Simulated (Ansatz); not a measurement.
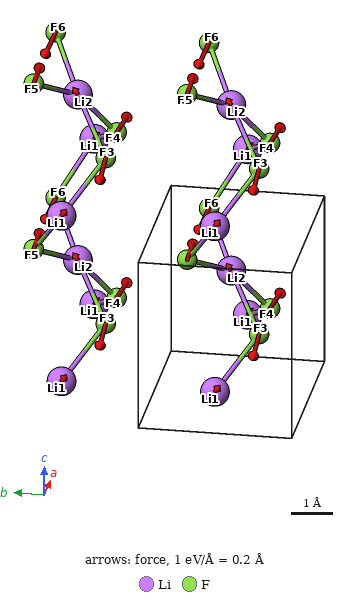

Starting geometry of crystalline LiF2 (built on the random type) (coarse preliminary run) with the computed forces as red arrows. The picture is a ball-and-stick view of the cell of the calculation, repeated 1 × 2 × 2 with one cell outlined, seen from a free direction.

Case: random cell with space group Pmn2_1 (No. 31).

All numbers below come from DFT PBE, scalar-relativistic, plane waves, PAW in Ansatz.

Input file:
```yaml
crystal:
  lattice:
    - [4.7716246852, 0.0, 0.0]
    - [0.0, 3.8120438179, 0.0]
    - [0.0, 0.0, 4.4250897755]
  atoms:
    - { symbol: Li, position: [0.0, 0.5, 0.25] }
    - { symbol: Li, position: [0.5, 0.5, 0.75] }
    - { symbol: F, position: [0.3333333333, 0.2832720069, 0.4575172803] }
    - { symbol: F, position: [0.6666666667, 0.2832720069, 0.4575172803] }
    - { symbol: F, position: [0.1666666667, 0.7167279931, 0.9575172803] }
    - { symbol: F, position: [0.8333333333, 0.7167279931, 0.9575172803] }
basis:
  ecutwfc: 420
kpoints:
  mp_grid: { grid: [4, 4, 4] }
hamiltonian:
  xc: pbe
scf:
  occupations: { method: gaussian, width: 0.1 }
  lower_state_search: "off"
output:
  forces: true
  stress: true
  eigenvalues: true
relax:
  adjacent_minimum: "off"
  f_tol: 0.04
  max_steps: 70
  cell: { stress_tol: 0.4 }
```

Launched with:
```bash
ansatz run input.yaml --threads 1 --pin off --max-ram 2560MiB --backend cpu --events-out ev --progress --plain --runs-dir out
```

Q: What follows when this structure is relaxed?

A: It isn't relaxed: the largest force vector, on F atoms, is 6.99 eV/Å. The final displacements follow the starting forces only in part (cosine between the two patterns 0.48). The largest moves relative to the cell, 0.80 Å, are those of Li1 and Li2. Li1 goes roughly along +b. By element the largest moves are Li 0.80 Å, F 0.37 Å. The drawn cell changes as follows: a 4.772 → 4.084 Å (−14.4 %), b 3.812 → 3.134 Å (−17.8 %), c 4.425 → 5.066 Å (+14.5 %); the volume changes by −19.4 %. Among the contacts that change: Li1–F3 3.505 → 2.029 Å, F3–F4 1.591 → 2.047 Å, Li1–F5 1.729 → 2.022 Å, Li1–F3 (another image) 2.014 → 2.029 Å. New bonds form: Li1–F3 (3.51 → 2.03 Å), Li1–F4 (3.51 → 2.03 Å), Li2–F5 (3.51 → 2.03 Å), Li2–F6 (3.51 → 2.03 Å). Bond angles that change, for instance: F3–Li1–F4 104.3° → 60.3°, F3–Li1–F6 154.2° → 126.1°, Li1–F3–Li2 120.6° → 126.1°. The space group (tolerance 0.01 Å) goes from Pmn2_1 (No. 31) to Imm2 (No. 44). The energy falls by 556 meV per atom in 13 accepted moves (16 points after the start). Largest force component: 7 eV/Å at the start, 0.0012 eV/Å at the end. The pressure goes from 15.30 to 0.09 GPa. The SCF was repeated 3 times at an unchanged geometry on a basis and grid sized afresh for the cell, which shifted the energy by 2.6 meV per atom at most.

Limits of the set-up: the k-point mesh is coarse for a cell with partly filled bands.
